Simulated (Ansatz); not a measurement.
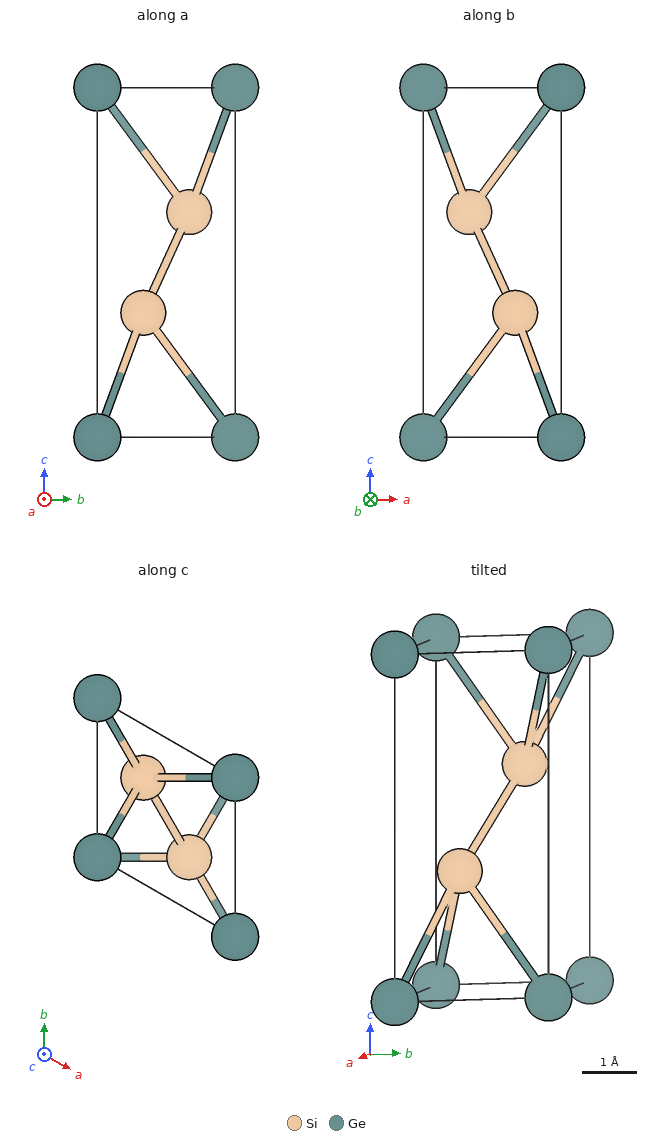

The crystal in a ball-and-stick representation, seen along the a axis, along the b axis, along the c axis and slightly off an axis. The frame is the conventional unit cell; atoms at its boundary are shown with their periodic copies.

Lattice parameters: a = 2.978 Å, b = 2.978 Å, c = 6.547 Å, α = 90.00°, β = 90.00°, γ = 120.00°. Put a along x and b in the xy plane.

### Put the structure into a POSCAR file, with free fractional coordinates to two decimals.

```
Si Ge
1.0
     2.978    0.000    0.000
    -1.489    2.579    0.000
     0.000    0.000    6.547
Si Ge
2 1
Direct
  0.6667 0.3333 0.36
  0.3333 0.6667 0.64
  0.00 0.00 0.00
```

Its origin is a structure type filled with these elements by a generator (whether the compound takes this form wasn't checked). The geometry was optimised with DFT PBE, scalar-relativistic, plane waves, PAW in Ansatz 0.2.0.
